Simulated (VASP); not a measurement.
# BN: geometry relaxation (part 3 of 3)

Continued. System: BN (4 atoms in the cell). Method: Kohn-Sham DFT of a periodic cell, PBE with D4, VASP PAW PBE potentials, recommended, no spin polarisation (VASP 6.6.1); cutoff 600 eV, 12×12×6 k-mesh, Gaussian smearing of 0.02 eV. The structure derives from an entry of the Crystallography Open Database.

Geometry of the input (Å; fractional positions):
```
2.5360  0.0000  0.0000
-1.2680  2.1962  0.0000
0.0000  0.0000  4.1990
B  0.6667  0.3333  0.0000
B  0.3333  0.6667  0.5000
N  0.6667  0.3333  0.3750
N  0.3333  0.6667  0.8750
```

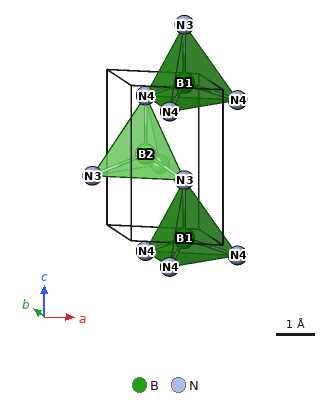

*The geometry at step 3 of the log (polyhedral view of the cell of the calculation, seen slightly off an axis; polyhedra are completed across the faces of the cell; atoms are numbered from 1 in the order of the input).*

Parts of OUTCAR, continued:
```
  FREE ENERGIE OF THE ION-ELECTRON SYSTEM (eV)
  ---------------------------------------------------
  free  energy   TOTEN  =       -35.7616653272 eV

  energy  without entropy=      -35.7616653272  energy(sigma->0) =      -35.76166533

  enthalpy is  TOTEN    =       -33.9824076447 eV   P V=        1.7792576826

--------------------------------------- Ionic step        5  -------------------------------------------

 number of electron      16.0000002 magnetization

------------------------ aborting loop because EDIFF is reached ----------------------------------------

  DFT-D4 for vdW energy calculation

  Edisp (eV):   -0.98219

  FORCE on cell =-STRESS in cart. coord.  units (eV):
  Direction    XX          YY          ZZ          XY          YZ          ZX
  --------------------------------------------------------------------------------------
  -------------------------------------------------------------------------------------
  Total       1.75197     1.75197     1.76191     0.00000     0.00000     0.00000
  in kB     122.97985   122.97985   123.67765     0.00000     0.00000     0.00000
  external pressure =       -1.79 kB  Pullay stress =      125.00 kB

 VOLUME and BASIS-vectors are now :
 -----------------------------------------------------------------------------
  energy-cutoff  :      600.00
  volume of cell :       22.82
      direct lattice vectors                 reciprocal lattice vectors
     2.516346733  0.000000000  0.000000000     0.397401513  0.229439871  0.000000000
    -1.258173366  2.179220195 -0.000000000     0.000000000  0.458879742  0.000000000
     0.000000000  0.000000000  4.162279837    -0.000000000  0.000000000  0.240252948

 POSITION                                       TOTAL-FORCE (eV/Angst)
 -----------------------------------------------------------------------------------
      1.25817      0.72641      0.00184         0.000000      0.000000     -0.018841
     -0.00000      1.45281      2.08298         0.000000      0.000000     -0.018841
      1.25817      0.72641      1.55901         0.000000     -0.000000      0.018841
     -0.00000      1.45281      3.64015        -0.000000      0.000000      0.018841
 -----------------------------------------------------------------------------------
    total drift:                                0.000000      0.000000      0.000338

  FREE ENERGIE OF THE ION-ELECTRON SYSTEM (eV)
  ---------------------------------------------------
  free  energy   TOTEN  =       -35.7631507513 eV

  energy  without entropy=      -35.7631507513  energy(sigma->0) =      -35.76315075

  enthalpy is  TOTEN    =       -33.9824034127 eV   P V=        1.7807473386

--------------------------------------- Ionic step        6  -------------------------------------------

 number of electron      16.0000002 magnetization

------------------------ aborting loop because EDIFF is reached ----------------------------------------

  DFT-D4 for vdW energy calculation

  Edisp (eV):   -0.98257

  FORCE on cell =-STRESS in cart. coord.  units (eV):
  Direction    XX          YY          ZZ          XY          YZ          ZX
  --------------------------------------------------------------------------------------
  -------------------------------------------------------------------------------------
  Total       1.77975     1.77975     1.78817     0.00000     0.00000     0.00000
  in kB     124.98616   124.98616   125.57727     0.00000     0.00000     0.00000
  external pressure =        0.18 kB  Pullay stress =      125.00 kB

 VOLUME and BASIS-vectors are now :
 -----------------------------------------------------------------------------
  energy-cutoff  :      600.00
  volume of cell :       22.81
      direct lattice vectors                 reciprocal lattice vectors
     2.515973422  0.000000000  0.000000000     0.397460478  0.229473914  0.000000000
    -1.257986711  2.178896899 -0.000000000     0.000000000  0.458947828  0.000000000
     0.000000000  0.000000000  4.161649602    -0.000000000  0.000000000  0.240289331

 POSITION                                       TOTAL-FORCE (eV/Angst)
 -----------------------------------------------------------------------------------
      1.25799      0.72630      0.00149         0.000000     -0.000000     -0.000431
     -0.00000      1.45260      2.08232        -0.000000      0.000000     -0.000431
      1.25799      0.72630      1.55912         0.000000     -0.000000      0.000431
     -0.00000      1.45260      3.63995        -0.000000      0.000000      0.000431
 -----------------------------------------------------------------------------------
    total drift:                                0.000000      0.000000     -0.001053

  FREE ENERGIE OF THE ION-ELECTRON SYSTEM (eV)
  ---------------------------------------------------
  free  energy   TOTEN  =       -35.7623718560 eV

  energy  without entropy=      -35.7623718560  energy(sigma->0) =      -35.76237186

  enthalpy is  TOTEN    =       -33.9824223941 eV   P V=        1.7799494619

--------------------------------------- Ionic step        7  -------------------------------------------

 number of electron      16.0000002 magnetization

 Free energy of the ion-electron system (eV)
  ---------------------------------------------------
  ext. energy  EPLUGINS =         0.00000000
  ---------------------------------------------------
  free energy    TOTEN  =       -34.77982364 eV

  energy without entropy =      -34.77982364  energy(sigma->0) =      -34.77982364

 E-fermi :   8.1654     XC(G=0): -12.9865     alpha+bet :-17.3464

 val. band max:        8.0113550995   @ k =   0.0000   0.0000   0.0000
 cond. band min:      13.1240869651   @ k =   0.3333   0.3333   0.0000
 fundamental gap:      5.1127318657
 Fermi energy:         8.1653607790

 k-point     1 :       0.0000    0.0000    0.0000
  band No.  band energies     occupation
      1     -12.8141      2.00000
      2      -8.4947      2.00000
      3      -3.2577      2.00000
      4       5.8066      2.00000
      5       5.8066      2.00000
      6       7.7101      2.00000
      7       8.0114      2.00000
      8       8.0114      2.00000
      9      16.5212      0.00000
     10      16.5212      0.00000
     11      16.8226      0.00000
     12      17.9755      0.00000

 k-point     2 :       0.0833   -0.0000    0.0000
  band No.  band energies     occupation
      1     -12.6586      2.00000
      2      -8.3744      2.00000
      3      -3.1042      2.00000
      4       5.0992      2.00000
      5       5.5121      2.00000
      6       7.4256      2.00000
      7       7.5595      2.00000
      8       7.8478      2.00000
      9      16.2942      0.00000
     10      16.8357      0.00000
     11      17.0789      0.00000
     12      18.4602      0.00000

 k-point     3 :       0.1667    0.0000    0.0000
  band No.  band energies     occupation
      1     -12.1968      2.00000
      2      -8.0299      2.00000
      3      -2.6496      2.00000
      4       3.3934      2.00000
      5       4.8224      2.00000
      6       5.9869      2.00000
      7       7.0914      2.00000
      8       7.4002      2.00000
      9      15.8863      0.00000
     10      17.4719      0.00000
     11      17.5793      0.00000
     12      19.3051      0.00000

 k-point     4 :       0.2500    0.0000    0.0000
  band No.  band energies     occupation
      1     -11.4452      2.00000
      2      -7.5247      2.00000
      3      -1.9154      2.00000
      4       1.3687      2.00000
      5       4.0529      2.00000
      6       4.1780      2.00000
      7       6.3144      2.00000
      8       6.8252      2.00000
      9      15.4624      0.00000
     10      17.5871      0.00000
     11      18.2937      0.00000
     12      19.4040      0.00000

 k-point     5 :       0.3333    0.0000    0.0000
  band No.  band energies     occupation
      1     -10.4446      2.00000
      2      -7.0330      2.00000
      3      -0.9827      2.00000
      4      -0.4158      2.00000
      5       2.3612      2.00000
      6       3.4062      2.00000
      7       5.2567      2.00000
      8       6.3017      2.00000
      9      15.1208      0.00000
     10      17.0039      0.00000
     11      18.6714      0.00000
     12      19.9080      0.00000

 [... the levels of 18 k-points are left out ...]

 k-point    24 :       0.3333    0.0000    0.1667
  band No.  band energies     occupation
      1     -10.2915      2.00000
      2      -7.4133      2.00000
      3      -1.0743      2.00000
      4       0.4133      2.00000
      5       1.8934      2.00000
      6       3.5548      2.00000
      7       5.4096      2.00000
      8       6.0370      2.00000
      9      15.0260      0.00000
     10      16.4971      0.00000
     11      19.1399      0.00000
     12      19.3105      0.00000

 [... further k-points ...]

------------------------ aborting loop because EDIFF is reached ----------------------------------------

  DFT-D4 for vdW energy calculation

  Edisp (eV):   -0.98256

  FORCE on cell =-STRESS in cart. coord.  units (eV):
  Direction    XX          YY          ZZ          XY          YZ          ZX
  --------------------------------------------------------------------------------------
  -------------------------------------------------------------------------------------
  Total       1.77825     1.77825     1.78551     0.00000     0.00000    -0.00000
  in kB     124.87961   124.87961   125.38981     0.00000     0.00000    -0.00000
  external pressure =        0.05 kB  Pullay stress =      125.00 kB

 VOLUME and BASIS-vectors are now :
 -----------------------------------------------------------------------------
  energy-cutoff  :      600.00
  volume of cell :       22.81
      direct lattice vectors                 reciprocal lattice vectors
     2.515979897  0.000000000  0.000000000     0.397459455  0.229473324  0.000000000
    -1.257989949  2.178902506 -0.000000000     0.000000000  0.458946647  0.000000000
     0.000000000  0.000000000  4.161660534    -0.000000000  0.000000000  0.240288700

 POSITION                                       TOTAL-FORCE (eV/Angst)
 -----------------------------------------------------------------------------------
      1.25799      0.72630      0.00150         0.000000     -0.000000     -0.001111
     -0.00000      1.45260      2.08233         0.000000     -0.000000     -0.001111
      1.25799      0.72630      1.55912        -0.000000     -0.000000      0.001111
     -0.00000      1.45260      3.63995        -0.000000      0.000000      0.001111
 -----------------------------------------------------------------------------------
    total drift:                                0.000000      0.000000      0.000198

  FREE ENERGIE OF THE ION-ELECTRON SYSTEM (eV)
  ---------------------------------------------------
  free  energy   TOTEN  =       -35.7623856282 eV

  energy  without entropy=      -35.7623856282  energy(sigma->0) =      -35.76238563

  enthalpy is  TOTEN    =       -33.9824223288 eV   P V=        1.7799632994

 reached required accuracy - stopping structural energy minimisation
```

CONTCAR:
```
BN
   1.00000000000000
     2.5159798972717340    0.0000000000000000    0.0000000000000000
    -1.2579899486358670    2.1789025064509868   -0.0000000000000000
     0.0000000000000000    0.0000000000000000    4.1616605336060708
  B               N
     2     2
Direct
     0.6666666667000030    0.3333333332999970    0.0003605607937543
     0.3333333332999970    0.6666666667000030    0.5003605607937542
     0.6666666667000030    0.3333333332999970    0.3746394392062457
     0.3333333332999970    0.6666666667000030    0.8746394392062458

  0.00000000E+00  0.00000000E+00  0.00000000E+00
  0.00000000E+00  0.00000000E+00  0.00000000E+00
  0.00000000E+00  0.00000000E+00  0.00000000E+00
  0.00000000E+00  0.00000000E+00  0.00000000E+00
```

Trajectory as extended XYZ (Å, eV, eV/Å), 7 frames, from step=0 to step=6:
```
4
Lattice="2.5360 0.0000 0.0000 -1.2680 2.1962 0.0000 0.0000 0.0000 4.1990" Properties=species:S:1:pos:R:3:forces:R:3 step=0 energy=-35.78815
B     1.2680    0.7321    0.0000    0.0000   0.0000   0.0550
B     0.0000    1.4642    2.0995    0.0000   0.0000   0.0550
N     1.2680    0.7321    1.5746    0.0000   0.0000  -0.0550
N     0.0000    1.4642    3.6741    0.0000   0.0000  -0.0550
4
Lattice="2.4921 0.0000 0.0000 -1.2461 2.1583 -0.0000 0.0000 0.0000 4.1173" Properties=species:S:1:pos:R:3:forces:R:3 step=1 energy=-35.68206
B     1.2461    0.7194    0.0026    0.0000   0.0000  -0.0459
B     0.0000    1.4388    2.0613    0.0000   0.0000  -0.0459
N     1.2461    0.7194    1.5414    0.0000   0.0000   0.0459
N     0.0000    1.4388    3.6001    0.0000   0.0000   0.0459
4
Lattice="2.5160 0.0000 0.0000 -1.2580 2.1790 -0.0000 0.0000 0.0000 4.1618" Properties=species:S:1:pos:R:3:forces:R:3 step=2 energy=-35.76255
B     1.2580    0.7263    0.0012    0.0000   0.0000   0.0159
B     0.0000    1.4526    2.0821    0.0000   0.0000   0.0159
N     1.2580    0.7263    1.5595    0.0000   0.0000  -0.0159
N     0.0000    1.4526    3.6404    0.0000   0.0000  -0.0159
4
Lattice="2.5156 0.0000 0.0000 -1.2578 2.1786 -0.0000 0.0000 0.0000 4.1611" Properties=species:S:1:pos:R:3:forces:R:3 step=3 energy=-35.76167
B     1.2578    0.7262    0.0012    0.0000   0.0000   0.0151
B     0.0000    1.4524    2.0817    0.0000   0.0000   0.0151
N     1.2578    0.7262    1.5592    0.0000   0.0000  -0.0151
N     0.0000    1.4524    3.6398    0.0000   0.0000  -0.0151
4
Lattice="2.5163 0.0000 0.0000 -1.2582 2.1792 -0.0000 0.0000 0.0000 4.1623" Properties=species:S:1:pos:R:3:forces:R:3 step=4 energy=-35.76315
B     1.2582    0.7264    0.0018    0.0000   0.0000  -0.0188
B     0.0000    1.4528    2.0830    0.0000   0.0000  -0.0188
N     1.2582    0.7264    1.5590    0.0000   0.0000   0.0188
N     0.0000    1.4528    3.6402    0.0000   0.0000   0.0188
4
Lattice="2.5160 0.0000 0.0000 -1.2580 2.1789 -0.0000 0.0000 0.0000 4.1616" Properties=species:S:1:pos:R:3:forces:R:3 step=5 energy=-35.76237
B     1.2580    0.7263    0.0015    0.0000   0.0000  -0.0004
B     0.0000    1.4526    2.0823    0.0000   0.0000  -0.0004
N     1.2580    0.7263    1.5591    0.0000   0.0000   0.0004
N     0.0000    1.4526    3.6399    0.0000   0.0000   0.0004
4
Lattice="2.5160 0.0000 0.0000 -1.2580 2.1789 -0.0000 0.0000 0.0000 4.1617" Properties=species:S:1:pos:R:3:forces:R:3 step=6 energy=-35.76239
B     1.2580    0.7263    0.0015    0.0000   0.0000  -0.0011
B     0.0000    1.4526    2.0823    0.0000   0.0000  -0.0011
N     1.2580    0.7263    1.5591    0.0000   0.0000   0.0011
N     0.0000    1.4526    3.6400    0.0000   0.0000   0.0011
```

Key numbers:

| quantity | value |
| --- | --- |
| outcome | converged |
| space group (tolerance 0.01 Å) | P6₃mc (186) |
| electrons treated | 16 |
| free energy | −35.7624 eV |
| dispersion energy | −0.9826 eV |
| Fermi energy | 8.165 eV |
| gap on the k-point mesh | 5.11 eV |
| pressure | 12.50 GPa |
| final volume | 22.81 Å³ |
| largest force (length of the vector) at the end | 0.001 eV/Å |
| final cell | a = 2.516 Å, b = 2.516 Å, c = 4.162 Å, α = 90.00°, β = 90.00°, γ = 120.00° |
| hardware | 1 thread of Intel Xeon (Granite Rapids), 176 GiB of memory available, shared host |
| wall time | 44 s |
| peak memory | 0.14 GiB |

The cell was relaxed to the target pressure of the input; what is minimised is then the enthalpy E + pV.
